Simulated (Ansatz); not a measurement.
## A series of single points on Ni

System: Ni (Fd-3m, 2 atoms in the cell).
Method: DFT, m-r2SCAN, plane waves (500 eV) with PAW, scalar-relativistic, spin-polarised (Ansatz 0.2.0).

The 7 runs differ only in the geometry, by an even scaling of the cell at fixed fractional positions.

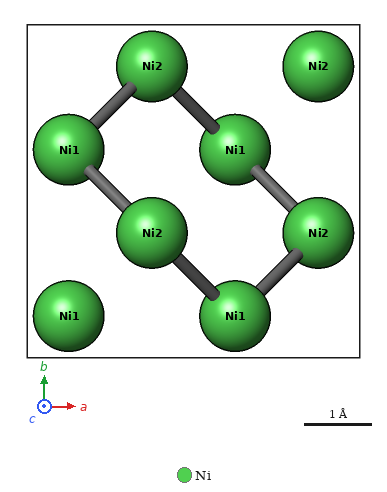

Figure 1. The structure of run 4 (ball-and-stick view of the cell 4 times as large as that of the calculation, set on its symmetry axes, along the c axis; atoms are numbered from 1 in the order of the input).

## Input of run 4
```yaml
crystal:
  lattice:
    - [0.0, 2.5091074284, 2.5091074284]
    - [2.5091074284, 0.0, 2.5091074284]
    - [2.5091074284, 2.5091074284, 0.0]
  atoms:
    - { symbol: Ni, position: [0.125, 0.125, 0.125], spin: 0.812 }
    - { symbol: Ni, position: [0.875, 0.875, 0.875], spin: 0.812 }
hamiltonian:
  xc: mr2scan
  pseudopotentials:
    kind: paw
    azcp:
      Ni: "pseudopotentials/Ni.paw.azcp"
basis:
  ecutwfc: 500
  fft_grid_basis: typed
kpoints:
  mp_grid: { grid: [12, 12, 12], shift: [0, 0, 0] }
magnetization:
  spin_polarized: true
scf:
  occupations: { method: fermi_dirac, width: 0.05 }
  lower_state_search: "off"
output:
  stress: true
```

Run 2 differs from it as follows:
```diff
-    - [0.0, 2.5091074284, 2.5091074284]
-    - [2.5091074284, 0.0, 2.5091074284]
-    - [2.5091074284, 2.5091074284, 0.0]
+    - [0.0, 2.4403298487, 2.4403298487]
+    - [2.4403298487, 0.0, 2.4403298487]
+    - [2.4403298487, 2.4403298487, 0.0]
```

## Results, with one run withheld

```csv
run,volume per atom (Å³),"free energy per atom, from the lowest run given (meV)",pressure (GPa)
1,13.901,95.00,18.16
2,14.533,?,?
3,15.165,8.91,4.71
4,15.796,0.00,−0.01
5,16.428,7.71,−3.76
6,17.060,28.61,−6.72
7,17.692,59.89,−9.06
```

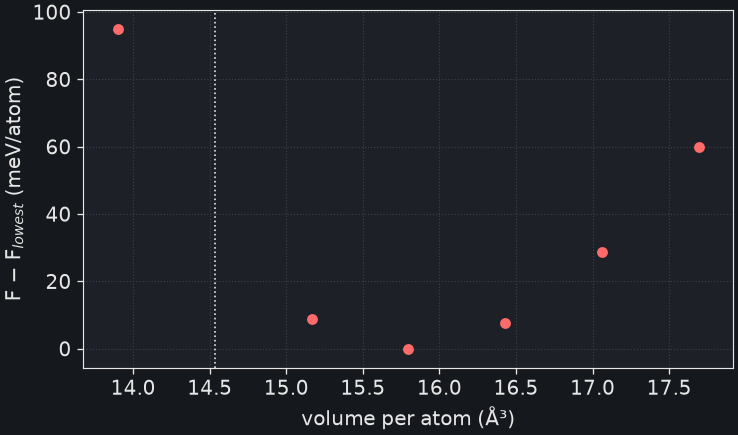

Figure 2. Free energy per atom of the runs given; the dotted line marks run 2.

Fit the runs given and predict run 2.

A cubic polynomial in V^(−2/3) (the Birch–Murnaghan form), fitted to the 6 runs given, misses them by at most 0.02 meV per atom. With x = V^(−2/3) − 0.15799 Å⁻², it reads F = 0.36084 − 791.83 x + 4.5752e+05 x² + 1.1432e+06 x³ (meV per atom). At run 2 it gives 38.71 meV per atom, and the run itself gives 38.74. The slope of the fit gives a pressure −dF/dV of 10.65 GPa there, and the run prints 10.66 GPa. The fit has its minimum at 15.795 Å³ per atom, where V d²F/dV² gives 105 GPa: the bulk modulus at this level, since symmetry fixes the shape and the positions.

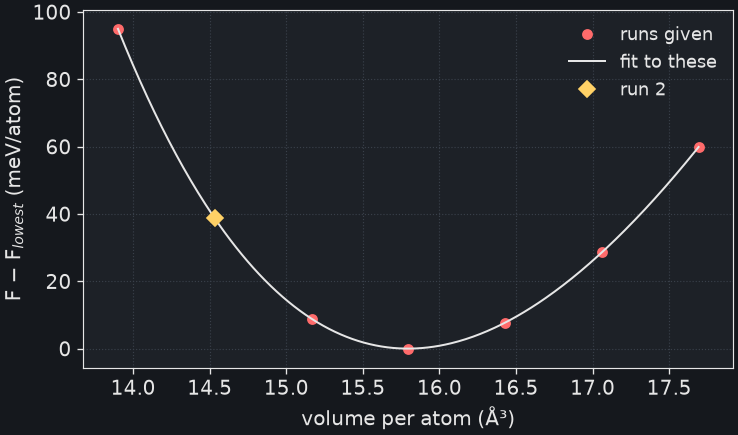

Figure 3. The fit and the withheld run.

## Output, shortened to warnings, some set-up lines, iterations and results (run 2)
```
Basis set: ecut = 500 eV, 725 PW (Γ), exchange–correlation on 108×108×108 points (64 copies of the dense FFT grid, shifted against one another)
Symmetry: 48 space group operations
k-points: 72 of 1728
Initial density: superposition of atomic densities (chi_scale 0.1, normalization cell)
[...]
SCF iter   1: F=-11685.816110 eV  HF=-11688.129801 eV  |F-HF|=2.31e0  |Δ(HF+E_count)|=         —  Δρ=6.58e-2 (↑6.56e-2 ↓6.58e-2)  dr2=3.60e0  dr2_τ=2.18e-2  dr2_m=8.38e-3  …
SCF iter   2: F=-11687.674013 eV  HF=-11687.819469 eV  |F-HF|=1.45e-1  |Δ(HF+E_count)|=   3.10e-1  Δρ=2.59e-2 (↑2.59e-2 ↓1.68e-2)  dr2=5.62e-1  dr2_τ=6.45e-3  dr2_m=2.14e-2  …
SCF iter   3: F=-11687.735693 eV  HF=-11687.806335 eV  |F-HF|=7.06e-2  |Δ(HF+E_count)|=   1.31e-2  Δρ=1.63e-2 (↑1.63e-2 ↓1.13e-2)  dr2=2.83e-1  dr2_τ=6.90e-4  dr2_m=5.57e-3  …
SCF iter   4: F=-11687.754082 eV  HF=-11687.714198 eV  |F-HF|=3.99e-2  |Δ(HF+E_count)|=   9.21e-2  Δρ=2.42e-2 (↑1.20e-2 ↓2.42e-2)  dr2=1.96e-1  dr2_τ=4.90e-4  dr2_m=1.15e-2  …
SCF iter   5: F=-11687.804948 eV  HF=-11687.785210 eV  |F-HF|=1.97e-2  |Δ(HF+E_count)|=   7.10e-2  Δρ=3.09e-3 (↑3.09e-3 ↓2.33e-3)  dr2=4.00e-3  dr2_τ=4.11e-4  dr2_m=4.52e-4  …
[... 13 lines ...]
SCF iter  19: F=-11687.811619 eV  HF=-11687.811612 eV  |F-HF|=7.32e-6  |Δ(HF+E_count)|=   7.67e-6  Δρ=2.15e-5 (↑1.78e-5 ↓2.15e-5)  dr2=7.20e-9  dr2_τ=1.31e-10  dr2_m=9.60e-8  …
SCF iter  20: F=-11687.811620 eV  HF=-11687.811618 eV  |F-HF|=1.40e-6  |Δ(HF+E_count)|=   6.33e-6  Δρ=9.68e-6 (↑9.68e-6 ↓3.94e-6)  dr2=6.70e-9  dr2_τ=3.42e-11  dr2_m=1.15e-8  …
SCF iter  21: F=-11687.811620 eV  HF=-11687.811619 eV  |F-HF|=6.41e-7  |Δ(HF+E_count)|=   8.02e-7  Δρ=6.57e-6 (↑6.57e-6 ↓2.76e-6)  dr2=3.37e-9  dr2_τ=1.72e-11  dr2_m=5.30e-9  …
SCF iter  22: F=-11687.811620 eV  HF=-11687.811620 eV  |F-HF|=6.87e-8  |Δ(HF+E_count)|=   6.10e-7  Δρ=2.80e-6 (↑2.80e-6 ↓1.27e-6)  dr2=2.03e-9  dr2_τ=6.78e-12  dr2_m=1.84e-10 …
SCF 1 converged in 22 iterations: F = -11687.811620 eV  dr2 = 2.03e-9
this state was not tested for a lower state beside it, because the mixer in use, unlike msr1, does not test its closes by its own steps (another_mixer; see scf.mixing.algorithm and scf.lower_state_search)
SCF converged after 22 iterations
Magnetization: 1.5158 μB (18.7579 up, 17.2421 down)
Absolute magnetization: 1.6909 μB (∫|ρ↑−ρ↓|, with the PAW one-centre terms)
Spin contamination: 0.0168 ħ² per cell (⟨S²⟩ above its minimum at these occupations)
Per-site moments (μB) at R_I (Å): [(0.7909840561673084, 0.8717724025673995), (0.7909840561673079, 0.8717724025673995)]
Free energy (F): -11687.811620 eV
Harris-Foulkes:  -11687.811620 eV  (|F-HF|=6.87e-8)
Internal energy: -11687.787660 eV  (E = F + TS)
E sigma→0 (E₀):  -11687.799640 eV
Entropy (-TS):   -0.023960 eV (-11.980 meV/atom)
Fermi energy:    12.457282 eV
--- Per-component energies (eV) ---
  E_band       = -823.951487
  E_kinetic    = 566.641869
  E_local      = -8552.807665  (includes V_loc(G=0)·N_el)
  E_nonlocal   = 1288.089926
  E_hartree    = 3609.819959
  E_xc         = -155.303648
  E_vxc        = -230.645095  (∫ρ·V_xc dr)
  E_paw        = -3294.319196  (= ΣΔE_a)
  E_vpaw       = -1132.127803  (= ΣTr[D̂ρ^β])
  E_aug_tail   = 0.000496  (compensation charges beyond the density's cutoff)
  E_vtau       = 17.251364  (kinetic-family band-sum trace: ∫τ·v_τ [+ j·A + Jᵃ·Aᵃ] dr)
  E_ewald      = -5149.309265
  E_core_change = -0.600137  (= ΣΔE_core)
  E_smearing   = -0.023960  (= −TS)
  E_closure    = -0.000000  (closes the sum)
  Σ components = -11687.811620   (vs F -11687.811620, Δ=0.00e0)
--- Stress (GPa, compression-positive) ---
       10.655350       0.000000      -0.000000
        0.000000      10.655350      -0.000000
        0.000000       0.000000      10.655350
  P = ⅓ Tr σ = 10.6553 GPa (106.553 kbar)
```

Warnings of the run: the state was not tested for a lower one.
